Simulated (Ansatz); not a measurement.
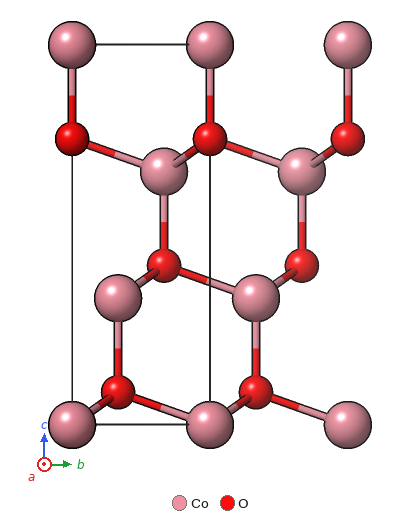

Projection along an edge of the hexagonal mesh, stacking direction c upwards. Every atom sits on one of the three columns of the mesh; call them A, B, C in the order in which they first turn up. The sequence starts with the first layer at or above the cell's origin.

CoO: the input geometry of an electronic-structure calculation (not necessarily at equilibrium).

Question: List the layers of one repeat.

Answer: Co(A) – O(B) – Co(B) – O(C) – Co(C) – O(A) (six layers in 7.65 Å).

Question: How are the O layers alone stacked?

Answer: O layers alone: BCA, the cubic close-packed type.

Question: Which positions between or in the O layers do the other atoms fill?

Answer: Co: three tetrahedral sites (per hexagonal cell).

Question: What short polytype symbol fits?

Answer: Polytype symbol 3R, the symbol of a tetrahedral polytype (number of double layers in the repeat and lattice).
